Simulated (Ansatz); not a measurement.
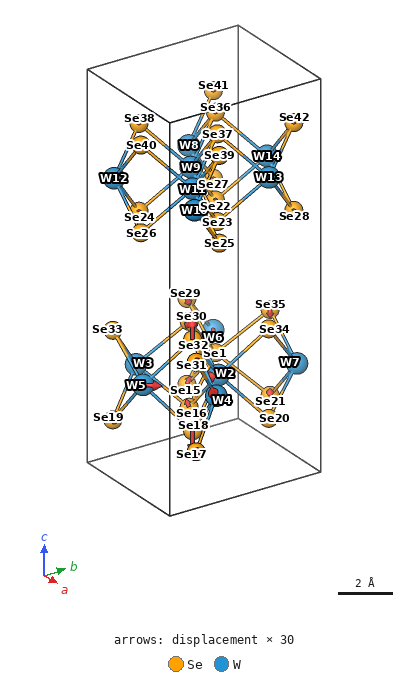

A relaxation of a defect cell of composition W$_{13}$Se$_{29}$ (cell charge +1). The starting structure is drawn; red arrows show the displacements, 30 times their true length.

The picture is a ball-and-stick view of the cell of the calculation, seen slightly off an axis.

Case: Se on a W site (c), charge +1, atoms relaxed at the host's cell.

All numbers below come from DFT PBE, scalar-relativistic, plane waves, PAW (Ansatz). Set-up: plane-wave cutoff 420 eV; k-point mesh 2 × 2 × 2; occupations gaussian; smearing width 0.01 eV; collinear spin; atoms relaxed in a fixed cell; force threshold 0.025 eV/Å; at most 45 steps.

> Describe the change and its energy.

The energy falls by 18.0 meV per cell of the calculation in 2 accepted moves (3 points after the start). The largest force component goes from 0.2 to 0.005 eV/Å. The line search rejected the trial step at point 1 of the run. The largest moves, 0.030 Å, are those of Se18 and Se32. Se32 goes along +c. By element the largest moves are Se 0.030 Å, W 0.026 Å. The lattice vectors keep their values. Some distances before and after: W2–W4 3.186 → 3.142 Å, W3–Se16 2.567 → 2.560 Å, Se1–Se15 2.613 → 2.606 Å, W2–W6 3.172 → 3.178 Å.

Limits of the set-up: the cell is charged, on a uniform background, and energies carry no finite-size correction.
